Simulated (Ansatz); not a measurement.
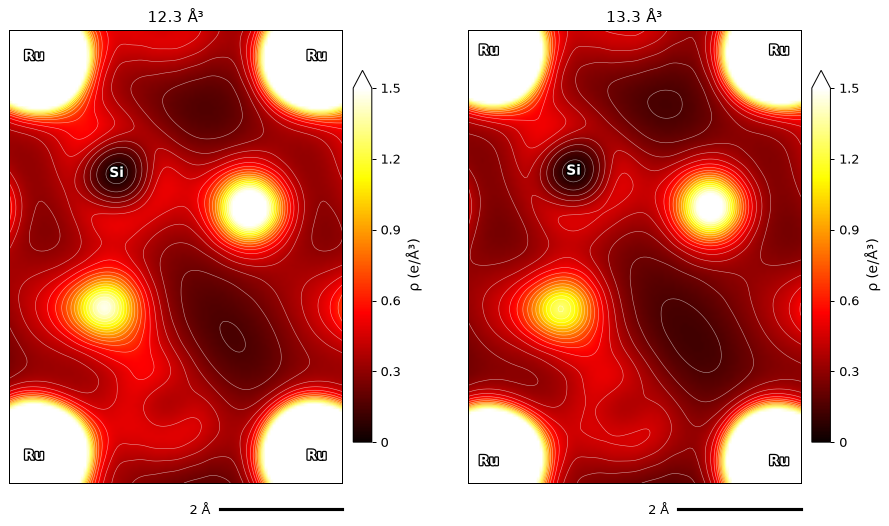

SiRu. The valence electron density of cells scaled evenly to different volumes (given per atom above each panel), on the (011) plane of each (indices in the axes of the cell below), at one length scale and on one colour scale.

A structure from a database of computed crystals, not necessarily the ambient phase.

Computed with Ansatz, Kohn-Sham DFT of a periodic cell, LDA, Ansatz PAW.

Core electrons are frozen (PAW), and the valence fields are smoothed inside the atomic spheres.

The largest cell:

```
Ru Si
1.0
     4.73978    0.00000    0.00000
     0.00000    4.73978    0.00000
     0.00000    0.00000    4.73978
Ru Si
4 4
Direct
  0.12941 0.12941 0.12941
  0.37059 0.87059 0.62941
  0.62941 0.37059 0.87059
  0.87059 0.62941 0.37059
  0.83758 0.83758 0.83758
  0.66242 0.16242 0.33758
  0.33758 0.66242 0.16242
  0.16242 0.33758 0.66242
```

| volume (Å³/atom) | Si–Ru contact in the plane (Å) | ρ at its midpoint (e/Å³) | pressure (GPa) | 
| --- | --- | --- | --- |
| 12.27 | 2.331 | 0.649 | 10.5 | 
| 12.53 | 2.348 | ? | ? | 
| 13.31 | 2.396 | 0.581 | −11.4 | 

What values belong in the row with question marks?

Over the known rows ln ρ falls by 1.70 per Å of Si–Ru distance (the line through the two), which gives 0.630 e/Å³ at 2.348 Å; the calculation gives 0.631 e/Å³. For the pressure, a straight line in volume between the neighbouring rows gives 5.0 GPa; the calculation gives 4.0, lower because pressure rises ever faster on compression.
